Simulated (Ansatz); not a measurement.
# CaO: geometry relaxation (part 2 of 2)

Continued. System: CaO (2 atoms in the cell). Method: DFT PBE, scalar-relativistic, plane waves, PAW, no spin polarisation (Ansatz 0.2.0); cutoff 420 eV, 8×8×8 k-mesh, Gaussian smearing of 0.02 eV. The structure derives from an entry of the Crystallography Open Database.

Geometry of the input (Å; fractional positions):
```
0.0000  2.4490  2.4490
2.4490  0.0000  2.4490
2.4490  2.4490  0.0000
Ca 0.0000  0.0000  0.0000
O  0.5000  0.5000  0.5000
```

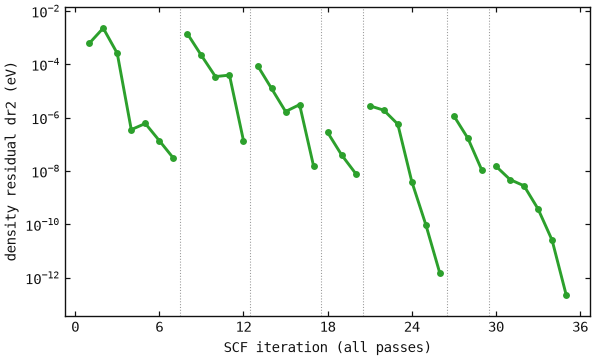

Convergence of the self-consistent field: density residual dr2 against the SCF iteration. The dotted lines part the SCF passes of the relaxation: geometry steps, rejected trials and re-solves on a re-selected basis. The 7 passes take 3 to 7 iterations each, 35 in all.

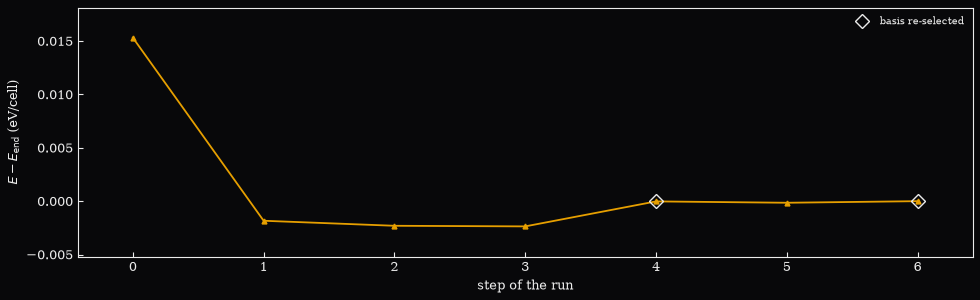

Progress of the relaxation, step by step (the first geometry is step 0 here and step 1 in the log).

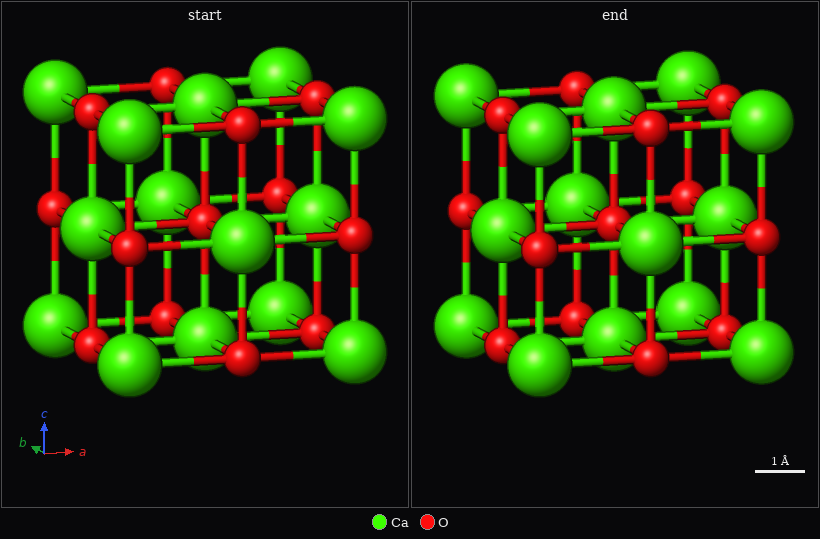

Before (left) and after (right) the relaxation, at one scale (ball-and-stick view of the cell 4 times as large as that of the calculation, set on its symmetry axes, seen slightly off an axis). The atoms keep their places relative to the cell (all moves are under 0.005 Å). Cell: a = b = c 4.898 → 4.831 Å (−1.4 %). Volume −4.1 %. Among the contacts that change: Ca1–O2 2.449 → 2.415 Å. The space group stays Fm-3m (No. 225). The energy falls by 15.5 meV per cell of the calculation in 4 geometry steps. All forces vanish by symmetry, so only the cell relaxes. The pressure goes from −3.99 to −0.01 GPa. 1 further SCF at an unchanged geometry re-selected the plane-wave basis for the new cell. The energy change given includes the shifts at the re-selections in mid-walk, which come without any move. A last SCF at the same geometry on a re-selected plane-wave basis shifts the energy by +0.1 meV per cell of the calculation. (Atoms are counted from 1 in the order of the input.)

```
basis re-selected at this cell: Δ(F+E_penalty+E_count) = +1.499e-4 eV, ΔP = -0.004 GPa vs the last step (what re-selecting the basis moved, of the pressure what is left beyond the Pulay correction that the steps carried, after the strain that the cell walked since its last selection, with what the two solves' SCF thresholds leave and, on support functions, any second-order correction that the steps lacked; it is no measure of the basis error at this ecutwfc). This SCF's stress stands 5.98e-3 GPa from its target on what of the cell is left free (relax.cell.stress_tol is 5.00e-2 GPa) and its largest allowed force component is 7.46e-30 eV/Å (relax.f_tol is 5.00e-3 eV/Å): within both
SCF converged after 6 iterations
Free energy (F): -2387.722748 eV
Harris-Foulkes:  -2387.722748 eV  (|F-HF|=4.55e-13)
Internal energy: -2387.722748 eV  (E = F + TS)
E sigma→0 (E₀):  -2387.722748 eV
Fermi energy:    9.356193 eV
--- Per-component energies (eV) ---
  E_band       = -103.973548
  E_kinetic    = 455.686951
  E_local      = -899.551523  (includes V_loc(G=0)·N_el)
  E_nonlocal   = 111.438342
  E_hartree    = 298.313677
  E_xc         = -213.170115
  E_vxc        = -268.183996  (∫ρ·V_xc dr)
  E_paw        = -1016.248049  (= ΣΔE_a)
  E_vpaw       = -99.993068  (= ΣTr[D̂ρ^β])
  E_aug_tail   = 0.002388  (compensation charges beyond the density's cutoff)
  E_ewald      = -1124.194420
  E_smearing   = -0.000000  (= −TS)
  E_closure    = 0.000000  (closes the sum)
  Σ components = -2387.722748   (vs F -2387.722748, Δ=0.00e0)
--- Forces (eV/Å), atoms counted from 1 ---
  atom   1  Ca    -0.00000000     0.00000000    -0.00000000
  atom   2  O      0.00000000    -0.00000000     0.00000000
  max |Σ_I F_I| component: 1.30e-29 eV/Å
--- Stress (GPa, compression-positive) ---
       -0.005980      -0.000000      -0.000000
       -0.000000      -0.005980      -0.000000
        0.000000      -0.000000      -0.005980
  P = ⅓ Tr σ = -0.0060 GPa (-0.060 kbar)
--- Band table (eV; the first three rows and the last of 29) ---
  k-point 0: bands = ["-30.1752", "-10.9510", "-10.9510", "-10.9510", "-7.9602", "7.5273", "7.5273", "7.5273", "12.1344", "13.7264", "13.7264", "13.7264"]
  k-point 1: bands = ["-30.1614", "-11.1446", "-10.9586", "-10.9586", "-7.7561", "7.0004", "7.3247", "7.3247", "12.8141", "13.6842", "13.9841", "13.9841"]
  k-point 2: bands = ["-30.1278", "-11.5387", "-10.9767", "-10.9767", "-7.3352", "6.0186", "6.8892", "6.8892", "13.7414", "14.2663", "14.6598", "14.6598"]
  k-point 28: bands = ["-30.0503", "-11.3469", "-11.3446", "-11.3446", "-7.3678", "6.2737", "6.4735", "6.4735", "13.8016", "13.8016", "15.8119", "16.9650"]
--- Relaxed structure (5 steps of the walk, 5 accepted, 2 SCFs on fresh bases) ---
  F+E_penalty+E_count = -2387.72274751 eV   max|allowed force component| = 7.461e-30 eV/Å   (the final SCF, on the basis selected at the relaxed cell)
  cell:  # Å, volume = 28.1857 Å³
    - [3.1049805981746878e-34, 2.415459617606413, 2.415459617606413]
    - [2.415459617606413, -8.128754172348744e-34, 2.415459617606413]
    - [2.415459617606413, 2.415459617606413, 2.3829345913137985e-36]
  atoms:
    - { symbol: Ca, position: [-1.4335687196594904e-36, 3.686319564843306e-36, 5.324683815885995e-36] }
    - { symbol: O, position: [0.5, 0.5, 0.5] }
```

### Trajectory as extended XYZ (Å, eV, eV/Å), 7 frames, from step=1 to step=7
```
2
Lattice="0.0000 2.4490 2.4490 2.4490 0.0000 2.4490 2.4490 2.4490 0.0000" Properties=species:S:1:pos:R:3:forces:R:3 step=1 energy=-2387.70743 pressure_GPa=-3.99
Ca    0.0000    0.0000    0.0000    0.0000   0.0000   0.0000
O     2.4490    2.4490    2.4490    0.0000   0.0000   0.0000
2
Lattice="0.0000 2.4069 2.4069 2.4069 0.0000 2.4069 2.4069 2.4069 0.0000" Properties=species:S:1:pos:R:3:forces:R:3 step=2 energy=-2387.72458 pressure_GPa=1.34
Ca    0.0000    0.0000    0.0000    0.0000   0.0000   0.0000
O     2.4069    2.4069    2.4069    0.0000   0.0000   0.0000
2
Lattice="0.0000 2.4172 2.4172 2.4172 0.0000 2.4172 2.4172 2.4172 0.0000" Properties=species:S:1:pos:R:3:forces:R:3 step=3 energy=-2387.72505 pressure_GPa=-0.08
Ca    0.0000    0.0000    0.0000    0.0000   0.0000   0.0000
O     2.4172    2.4172    2.4172    0.0000   0.0000   0.0000
2
Lattice="0.0000 2.4166 2.4166 2.4166 0.0000 2.4166 2.4166 2.4166 0.0000" Properties=species:S:1:pos:R:3:forces:R:3 step=4 energy=-2387.72511 pressure_GPa=-0.00
Ca    0.0000    0.0000    0.0000    0.0000   0.0000   0.0000
O     2.4166    2.4166    2.4166    0.0000   0.0000   0.0000
2
Lattice="0.0000 2.4166 2.4166 2.4166 0.0000 2.4166 2.4166 2.4166 0.0000" Properties=species:S:1:pos:R:3:forces:R:3 step=5 energy=-2387.72277 pressure_GPa=-0.16
Ca    0.0000    0.0000    0.0000    0.0000   0.0000   0.0000
O     2.4166    2.4166    2.4166    0.0000   0.0000   0.0000
2
Lattice="0.0000 2.4155 2.4155 2.4155 0.0000 2.4155 2.4155 2.4155 0.0000" Properties=species:S:1:pos:R:3:forces:R:3 step=6 energy=-2387.72290 pressure_GPa=-0.00
Ca    0.0000    0.0000    0.0000    0.0000   0.0000   0.0000
O     2.4155    2.4155    2.4155    0.0000   0.0000   0.0000
2
Lattice="0.0000 2.4155 2.4155 2.4155 0.0000 2.4155 2.4155 2.4155 0.0000" Properties=species:S:1:pos:R:3:forces:R:3 step=7 energy=-2387.72275 pressure_GPa=-0.01
Ca    0.0000    0.0000    0.0000    0.0000   0.0000   0.0000
O     2.4155    2.4155    2.4155    0.0000   0.0000   0.0000
```

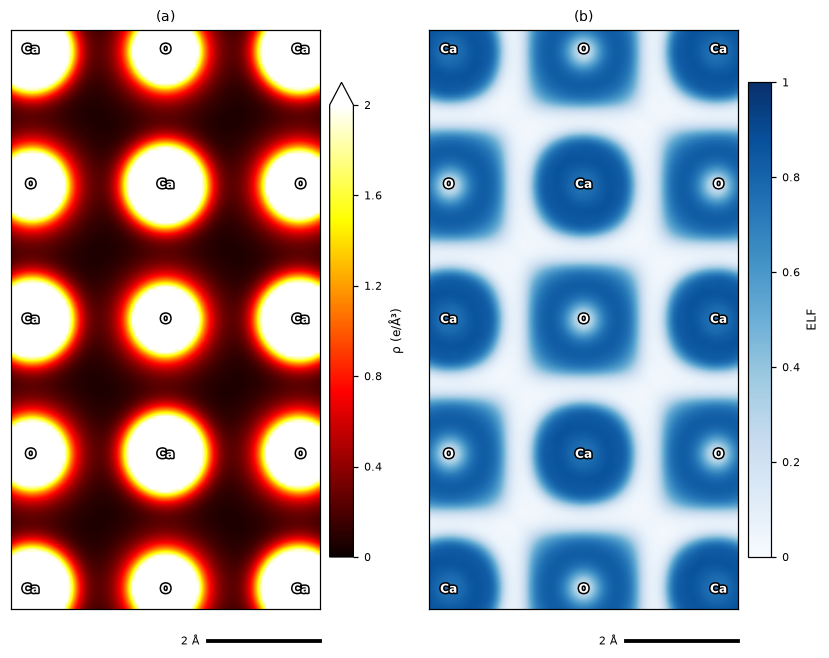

(a) valence electron density; (b) electron localisation function on the (010) plane of the conventional cell. The plane passes through Ca and O nuclei. Ca–O (2.42 Å): ρ is about 0.25 e/Å³ halfway; the ELF is about 0.10 at the midpoint (a largely ionic contact). Away from the nuclei the density in this plane falls to 0.06 e/Å³ at its lowest. The strong features right at Ca lie inside the PAW spheres (semicore, d or f shells) and say nothing about bonding. Core electrons are frozen (PAW), so the fields are smoothed inside the atomic spheres.

### Results in brief

```tsv
quantity	value
outcome	converged
space group (tolerance 0.01 Å)	Fm-3m (225)
electrons treated	16
free energy	−2387.7227 eV
Fermi energy	9.356 eV
gap on the k-point mesh	3.66 eV
pressure	−0.01 GPa
final volume	28.19 Å³
largest force (length of the vector) at the end	under 0.001 eV/Å
final cell	a = 3.416 Å, b = 3.416 Å, c = 3.416 Å, α = 60.00°, β = 60.00°, γ = 60.00°
hardware	1 thread of Arm Neoverse V2, 24 GiB of memory available, shared host
wall time	4.4 s
peak memory	0.27 GiB
```
